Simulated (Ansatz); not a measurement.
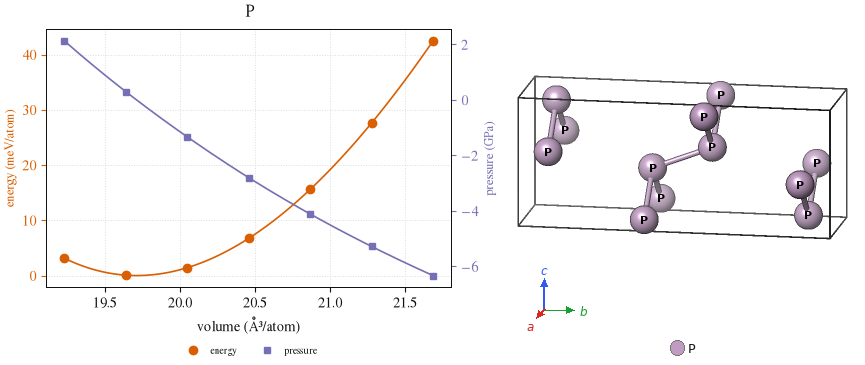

The plot gives the computed energy and pressure against volume for P, space group Cmce (No. 64). The conventional cell is drawn beside the plot.

Cell as given: a = 5.708 Å, b = 5.708 Å, c = 4.544 Å, α = 90.00°, β = 90.00°, γ = 146.44°; 4 atoms.

Method: plane-wave DFT, no spin polarisation; energies at scaled volumes of the given cell, shape and fractions fixed, counted from the fit's minimum, third-order Birch-Murnaghan fit (Ansatz 0.2.0). Level: PBEsol with D3(BJ).

| setting | value |
| --- | --- |
| k mesh | 8×8×6 |
| occupations | Fermi–Dirac |
| smearing width | 0.05 eV |
| potentials | Ansatz PAW |
| wave cutoff | 420 eV |
| density cutoff | 1680 eV |

### How stiff is the solid, and where is its volume at rest?

A third-order Birch–Murnaghan fit gives V0 = 19.71 Å³/atom, B0 = 81.7 GPa and B′ = 4.4.

### Read off the course of the pressure.

It falls from 2.13 GPa at volume 19.23 Å³/atom to −6.33 GPa at 21.69 Å³/atom, and changes sign near 19.71 Å³/atom.

Keep in mind: shape and atomic fractions are frozen while scaling, which makes layered, chain and framework solids too stiff.

The computed values:

| volume (Å³/atom) | energy (meV/atom) | pressure (GPa) |
| --- | --- | --- |
| 19.23 | 3.13 | 2.13 |
| 19.64 | 0.07 | 0.30 |
| 20.05 | 1.42 | −1.33 |
| 20.46 | 6.74 | −2.80 |
| 20.87 | 15.59 | −4.11 |
| 21.28 | 27.61 | −5.28 |
| 21.69 | 42.47 | −6.33 |
